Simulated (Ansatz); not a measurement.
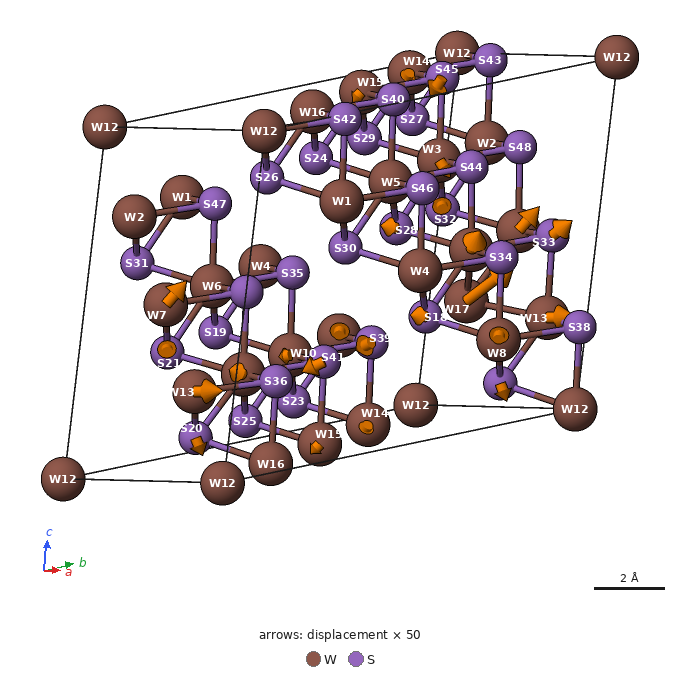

A relaxation of a defect cell of composition W17S31 (cell charge +1). The starting structure is drawn; orange arrows show the displacements, 50 times their true length.

The picture is a ball-and-stick view of the cell of the calculation, seen from a free direction.

Case: W on a S site (a), charge +1, atoms relaxed at the host's cell.

All numbers below come from DFT PBE, scalar-relativistic, plane waves, PAW in Ansatz. Set-up: plane-wave cutoff 420 eV; k-point mesh 2 × 2 × 2; occupations gaussian; smearing width 0.01 eV; mesh shifted by (0.5, 0.5, 0.5); collinear spin; atoms relaxed in a fixed cell; force threshold 0.025 eV/Å; at most 45 steps.

Which element moves most?

Answer. Tungsten: up to 0.040 Å, against 0.016 Å for sulfur.

What happened in the run?

Answer. After 1 accepted move (2 points after the start) the energy has fallen by 22.4 meV per cell of the calculation. Largest force component: 0.3 eV/Å at the start, 0.015 eV/Å at the end. The line search rejected the trial step at point 1 of the run. The largest move is that of a W atom, 0.040 Å along [1 1 1]. Largest moves by element: W 0.040 Å, S 0.016 Å. The cell doesn't change. Some distances before and after: W–W 3.110 → 3.127 Å, S–W 2.432 → 2.445 Å, W–W 3.166 → 3.177 Å, W–W 3.210 → 3.200 Å. Cost: 2.3 min on 4 threads of Intel(R) Xeon(R) Platinum 8559C (Emerald Rapids) (shared host), peak memory 4.7 GiB.

Limits of the set-up: the cell is charged, on a uniform background, and energies carry no finite-size correction.
